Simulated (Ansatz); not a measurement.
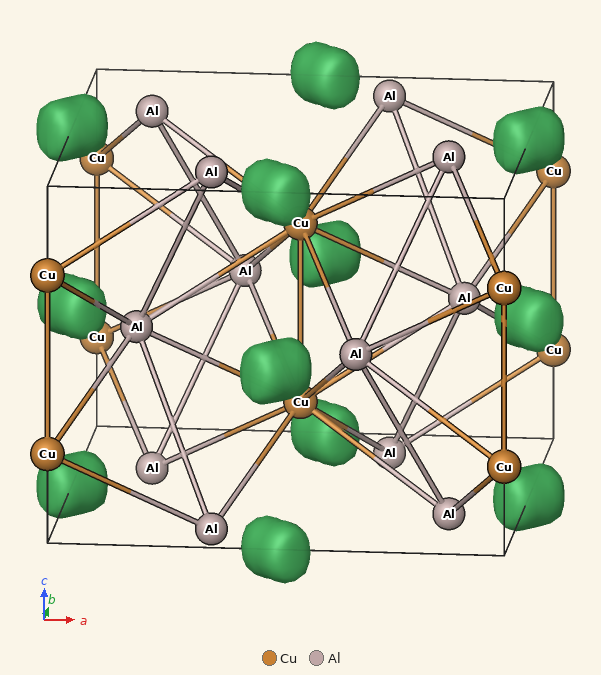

Figure 1: Al₂Cu. Isosurface of the ELF at 0.8 (green), seen at an oblique angle. Core shells and regions of very low density are left out. Sticks mark near contacts.

Space group I4/mcm; computed pressure about −6 GPa in this cell.

Method: Kohn-Sham DFT of a periodic cell, LDA, Ansatz PAW in Ansatz 0.2.0.

In a PAW calculation such maps are meaningful between the atoms, not at the nuclei.

```cif
data_structure
_symmetry_space_group_name_H-M 'P 1'
_symmetry_Int_Tables_number 1
_cell_length_a 6.0670
_cell_length_b 6.0670
_cell_length_c 4.8770
_cell_angle_alpha 90.000
_cell_angle_beta 90.000
_cell_angle_gamma 90.000
_cell_volume 179.52
loop_
_atom_site_label
_atom_site_type_symbol
_atom_site_fract_x
_atom_site_fract_y
_atom_site_fract_z
_atom_site_occupancy
Cu1 Cu 0.00000 0.00000 0.75000 1
Cu2 Cu 0.50000 0.50000 0.25000 1
Cu3 Cu 0.00000 0.00000 0.25000 1
Cu4 Cu 0.50000 0.50000 0.75000 1
Al1 Al 0.15810 0.34190 0.50000 1
Al2 Al 0.65810 0.84190 0.00000 1
Al3 Al 0.84190 0.34190 0.00000 1
Al4 Al 0.34190 0.84190 0.50000 1
Al5 Al 0.34190 0.15810 0.00000 1
Al6 Al 0.84190 0.65810 0.50000 1
Al7 Al 0.15810 0.65810 0.00000 1
Al8 Al 0.65810 0.15810 0.50000 1
```

**Describe the localisation domains.**

The ELF exceeds this value in four regions between bonded Al–Al atoms, counted in one cell of 12 atoms. Regions shared between cells count once. Along the contacts the grid gives the following. Cu–Cu (2.44 Å): the ELF is about 0.25 at the midpoint (no shared electron pair shows on this line). Al–Cu (2.59 Å): the ELF is about 0.45 at the midpoint.
